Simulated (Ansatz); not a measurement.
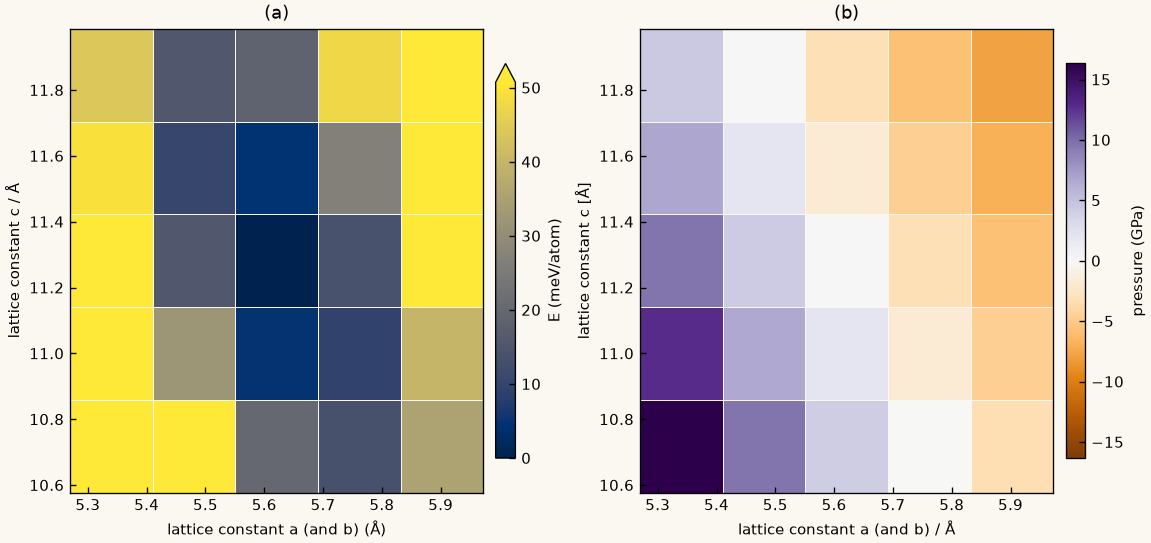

ZnSnP2 (I-42d, No. 122; 8 atoms in the cell). The energy is mapped over the lattice constants a and c of the conventional cell. First axis: lattice constant a (and b). Second axis: lattice constant c. Nothing is relaxed (fractional coordinates fixed). The scan uses a 5 × 5 grid. Points are written as (first, second). Energies are in meV/atom, from the lowest grid point. Method: Ansatz, DFT PBEsol, scalar-relativistic, plane waves, PAW. Settings: cutoff 520 eV, k-mesh 8×8×8, gaussian smearing 0.05 eV, no spin polarisation.

Panel (a) is the energy; panel (b) is the computed pressure, in GPa.

In the figure: one coloured cell a grid point, one colour for all values above the top of the scale.

> How does the pressure vary over the map, and what is it at the lowest grid point?

It runs from −7.8 GPa at (5.902 Å, 11.846 Å) to 16.3 GPa at (5.340 Å, 10.717 Å). At the lowest grid point, (5.621 Å, 11.281 Å), it is 0.0 GPa.

```csv
"lattice constant c ↓, lattice constant a (and b) →",5.340,5.481,5.621,5.762,5.902
11.846,4.4,0.1,−3.3,−5.8,−7.8
11.563,6.8,2.0,−1.7,−4.7,−6.9
11.281,9.6,4.2,0.0,−3.3,−5.9
10.999,12.8,6.8,2.0,−1.8,−4.7
10.717,16.3,9.6,4.2,0.0,−3.3
```
